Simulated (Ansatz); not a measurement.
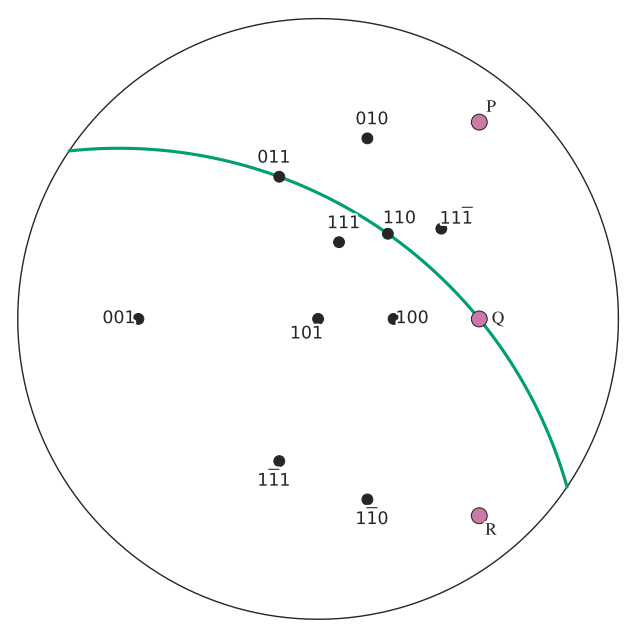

Crystal: TiAl, the geometry relaxed with Ansatz, DFT PBE, scalar-relativistic, plane waves, PAW. Stereographic projection of plane normals (upper hemisphere) centred on (1 0 1). Geometry calculated from the standardised cell; symmetry tolerance 0.002 Å.

a = 2.881 Å, b = 2.881 Å, c = 4.649 Å, α = 90.00°, β = 90.00°, γ = 120.00°.

**Index the poles marked P, Q, R.**

P is (0 1 −1), in four indices (0 1 −1 −1), 80.5° from the centre; Q is (1 0 −1), in four indices (1 0 −1 −1), 56.4° from the centre; R is (1 −1 −1), in four indices (1 −1 0 −1), 80.5° from the centre.

**Which zone does the coloured great circle trace?**

The zone [1 −1 1]: its poles satisfy h − k + l = 0.

**What is the angle between the normals of (1 −1 −1) and (0 1 0), and what are their d_hkl = 1/|g|?**

116.1°; d = 2.198 Å and 2.495 Å.
